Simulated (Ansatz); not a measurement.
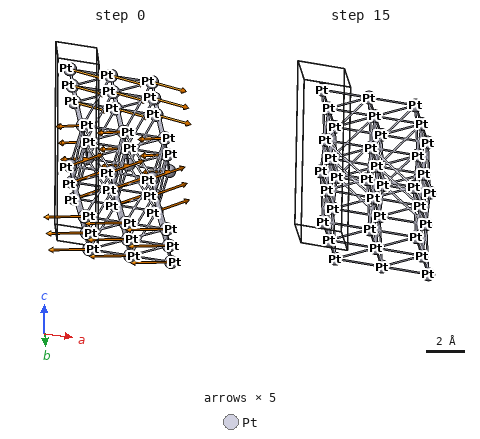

The structure of a crystal of Pt (set up in P1) before (left) and after (right) a relaxation, at one scale. The orange arrows give the displacements (the part carried along by the change of the cell is left out), 5 times their true length.

Style: ball-and-stick. Shown: the cell of the calculation, reduced to other axes, repeated 3 × 3 × 1 with one cell outlined, from a free direction. Lengths and directions refer to the drawn axes.

Case: all atoms moved at random, sigma 0.1 Å for each component, cell strained at random, sigma 0.1; relaxed back.

Computed with DFT PBEsol, scalar-relativistic, plane waves, PAW (Ansatz). (plane-wave cutoff 420 eV; k-point mesh 12 × 12 × 4; occupations gaussian; smearing width 0.15 eV; no spin polarisation; cell and atoms relaxed; force threshold 0.01 eV/Å; at most 80 steps)

Question: Summarise the run.

Answer: Over 12 accepted moves (15 points after the start) the energy falls by 655 meV per atom. The largest force component goes from 0.47 to under 0.0001 eV/Å. Pressure: 11.70 GPa at the start and 0.02 GPa at the end. The line search rejected the trial step at point 6 of the run. The SCF was repeated twice at an unchanged geometry on a basis and grid sized afresh for the cell, which shifted the energy by 1.5 meV per atom at most. A Pt atom moves most relative to the cell: 0.45 Å along [−3 1 0]. Cell: a 2.396 → 2.725 Å (+13.7 %), b 2.755 → 2.700 Å (−2.0 %), c 10.867 → 9.512 Å (−12.5 %), α 84.0° → 90.0°, β 88.7° → 89.7°, γ 65.0° → 60.3°. Volume −6.0 %. Near-neighbour distances that change, for instance: Pt–Pt 3.640 → 2.734 Å, Pt–Pt 2.850 → 3.364 Å, Pt–Pt 3.245 → 2.734 Å, Pt–Pt 3.132 → 2.734 Å. New bonds form, among them: Pt–Pt (3.64 → 2.73 Å). Within 0.06 Å the space group is P1 at the start and I4/mmm at the end; at a tighter tolerance small leftover displacements or strains of the cell lower it.
